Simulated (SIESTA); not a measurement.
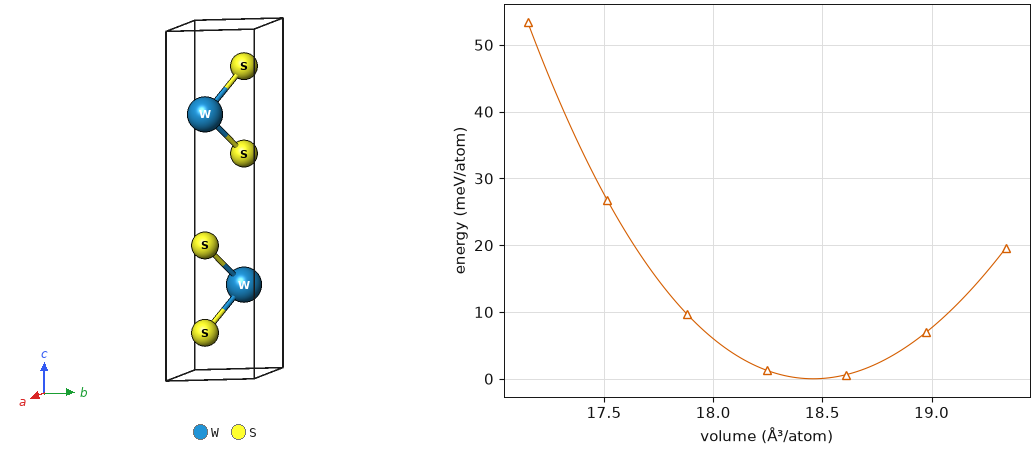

Method: DFT in numerical atomic orbitals with pseudopotentials, no spin polarisation; energies at scaled volumes of the given cell, shape and fractions fixed, counted from the fit's minimum, third-order Birch-Murnaghan fit (SIESTA 5.4.2). Level: vdW-DF-cx.

k mesh 7×7×2; occupations Fermi–Dirac; smearing width 0.05 eV; potentials PseudoDojo 0.4 standard, converted to PSML; program settings basis DZP, mesh cutoff 800 Ry.

Cell as given: a = 3.180 Å, b = 3.180 Å, c = 12.500 Å, α = 90.00°, β = 90.00°, γ = 120.00°; 6 atoms.

**Figure.** Energy against volume for WS₂, space group P6_3/mmc (No. 194). The conventional cell is drawn beside the plot.

A third-order Birch–Murnaghan fit gives V0 = 18.46 Å³/atom, B0 = 162 GPa and B′ = 4.4. The energy is 53.43 meV/atom at volume 17.15 Å³/atom and 19.56 meV/atom at 19.34 Å³/atom; the lowest computed point is at volume 18.61 Å³/atom (0.61 meV/atom), and no other minimum shows.

Keep in mind: short basis over semicore shells; shape and atomic fractions are frozen while scaling, which makes layered, chain and framework solids too stiff.
